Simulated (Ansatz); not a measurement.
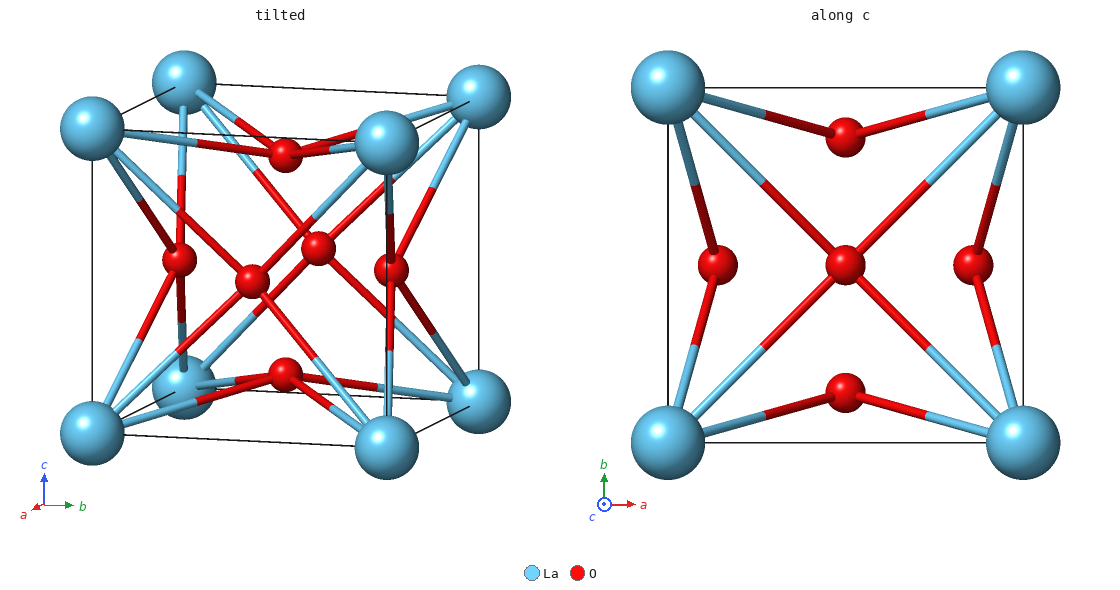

The figure gives a ball-and-stick picture of the atoms, viewed slightly off an axis and along the c axis. The lines enclose the conventional unit cell; boundary atoms appear with their images. Cell: a = 4.69 Å, b = 4.69 Å, c = 4.69 Å, α = 90.00°, β = 90.00°, γ = 90.00°.

The structure comes from a structure type filled with these elements by a generator (whether the compound takes this form wasn't checked). Earlier steps of the study may have refined or changed the cell and positions. An electronic-structure calculation with Ansatz was run on it.

> What is this?

It has the composition LaO₆. Space group Pm-3m (No. 221), lattice primitive cubic. One cell contains 1 La, 6 O, 7 atoms in all. Each La atom is coordinated by 24 O at about 3.4 Å. About every O there are four La and one O in a distorted square pyramidal arrangement (about 3.4 Å to La, 1.3 Å to O). The bonds build a three-dimensional framework.

Method used: DFT PBE, scalar-relativistic, plane waves, PAW in Ansatz. It ran with a 420 eV plane-wave basis, k-points on an 8×8×8 grid, Gaussian smearing of 0.1 eV, no spin polarisation.

> Metal or not?

A metal: bands cross the Fermi level.

> How charged are the atoms, by the Bader scheme?

La +2.07 e; O -0.34 e.

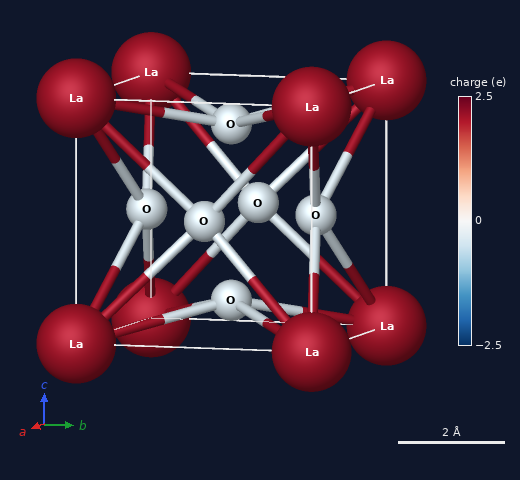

The atoms coloured by those charges. The run's cell of 7 atoms is drawn.

> Do the forces and the stress vanish for this geometry?

Yes. The largest force is 0.01 eV/Å. The pressure is 0.0 GPa, close to zero.
